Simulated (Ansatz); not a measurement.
**LiCl: density, localisation and related maps**

The calculation's input:

```
crystal:
  lattice:
    - [0.0, 2.6006339353, 2.6006339353]
    - [2.6006339353, 0.0, 2.6006339353]
    - [2.6006339353, 2.6006339353, 0.0]
  atoms:
    - { symbol: Li, position: [0.0, 0.0, 0.0] }
    - { symbol: Cl, position: [0.5, 0.5, 0.5] }
basis:
  ecutwfc: 420
kpoints:
  mp_grid: { grid: [8, 8, 8] }
hamiltonian:
  xc: pbe
scf:
  occupations: { method: gaussian, width: 0.02 }
output:
  forces: true
  stress: true
  eigenvalues: true
  write_density: true
  write_potential: true
  elf: true
  volumetric_format: npy
```

Command:

```sh
ansatz run input.yaml --threads 1 --pin off --max-ram 2560MiB --backend cpu --events-out ev --progress --plain --runs-dir out
```

Below, planes, directions and counts refer to the conventional cell (a = 5.20 Å, b = 5.20 Å, c = 5.20 Å, α = 90.00°, β = 90.00°, γ = 90.00°).

Space group Fm-3m; changed on purpose from its base cell (volume × 1.03).

All numbers below come from Ansatz, DFT PBE, scalar-relativistic, plane waves, PAW.

Core electrons are frozen (PAW), and the valence fields are smoothed inside the atomic spheres.

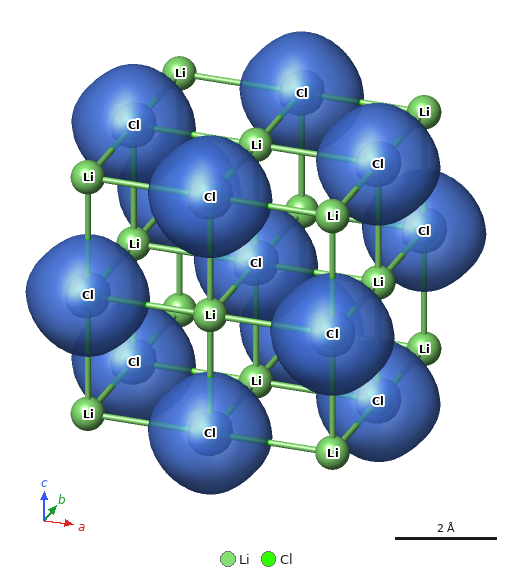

Figure 1. Isosurface of the electron localisation function at 0.75 (blue), seen at an oblique angle. Core shells and regions of very low density are left out. Sticks mark near contacts.

Identify the bonds, lone pairs and shells in this picture.

Answer. The ELF exceeds this value in four regions wrapped around Cl (the valence shell of each), counted in one cell of 8 atoms. Any copies at cell faces, edges or corners count once. Along the contacts the grid gives the following. Li–Cl (2.60 Å): the ELF peaks at about 0.90 in the valence shell of Cl, 0.8 Å from its nucleus, and falls to about 0 next to Li: a largely ionic contact.

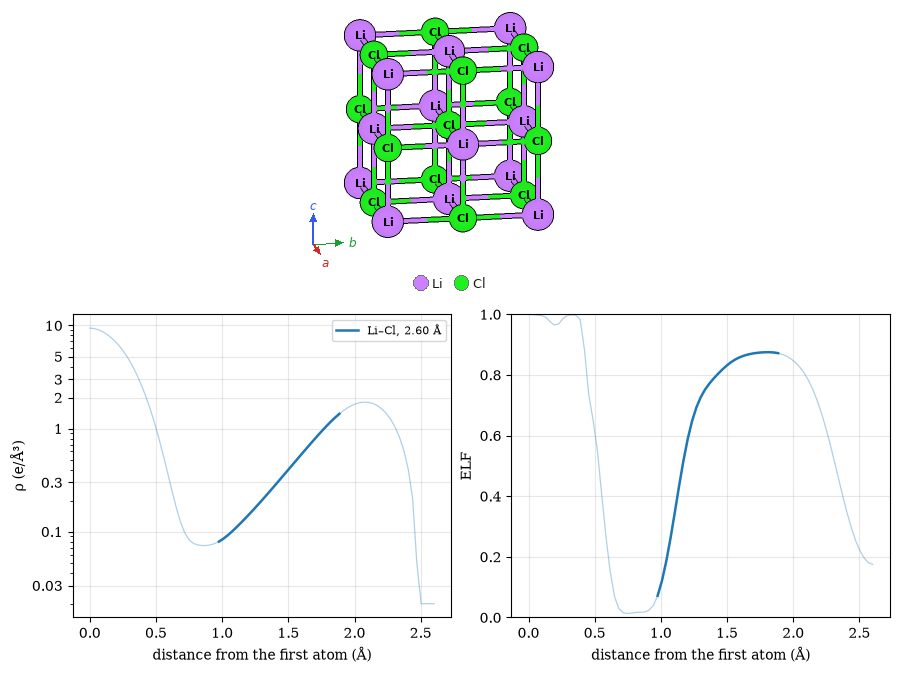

Figure 2. Valence charge density (pseudo) and electron localisation function along straight lines between neighbouring atoms. Thin, pale parts lie inside the atomic spheres. The structure is drawn too.

What kind of bonding do the profiles show?

Answer. Li–Cl (2.60 Å): ρ at the midpoint is about 0.2 e/Å³; the ELF peaks at about 0.90 in the valence shell of Cl, 0.8 Å from its nucleus, and falls to about 0 next to Li: a closed-shell, largely ionic contact.

Metal or insulator at this level of theory?

Answer. It is gapped, with a Kohn–Sham gap of 6.1 eV on the k-point mesh, an upper bound to the gap of this method.
